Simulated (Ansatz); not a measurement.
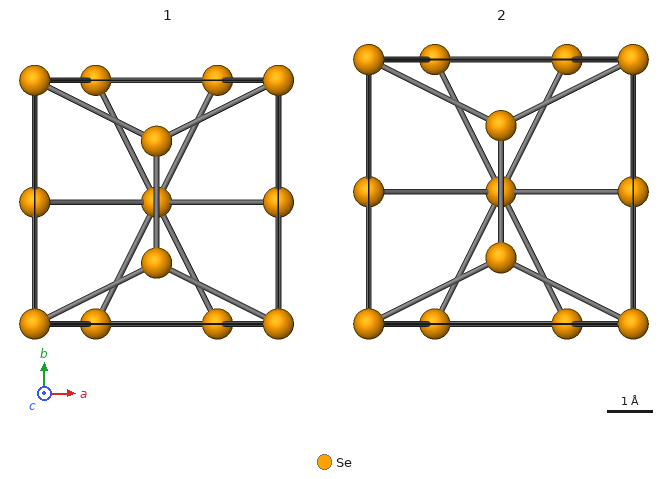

Two geometries of a crystal of Se (built on the beta-tungsten (A15)_223 type) (coarse preliminary run), drawn at one scale. One is the start of a relaxation, the other its converged end. The picture is a ball-and-stick view of the cell of the calculation, seen along the c axis.

The calculation used Ansatz 0.2.0, DFT r2SCAN, scalar-relativistic, plane waves, PAW. Set-up: plane-wave cutoff 500 eV; k-point mesh 4 × 4 × 4; occupations gaussian; smearing width 0.1 eV; no spin polarisation; cell and atoms relaxed; force threshold 0.04 eV/Å; at most 70 steps.

**Which geometry has the lower energy?**

Structure 1 is the relaxed one. Case: beta-tungsten (A15) type (Pm-3n, No. 223). The atoms keep their places relative to the cell (all moves are under 0.005 Å). Cell: a = b = c 5.980 → 5.510 Å (−7.9 %). Volume −21.8 %. Among the contacts that change: Se–Se 3.343 → 3.080 Å, Se–Se 2.990 → 2.755 Å. The space group stays Pm-3n (No. 223). The energy falls by 1.763 eV per cell of the calculation in 3 accepted moves (4 points after the start). All forces vanish by symmetry, so only the cell relaxes. Pressure: −9.54 GPa at the start and −0.06 GPa at the end. The SCF was repeated once at an unchanged geometry on a basis and grid sized afresh for the cell, which shifted the energy by 0.9 meV per cell of the calculation at most. The run took about 120 core-seconds on a shared host.
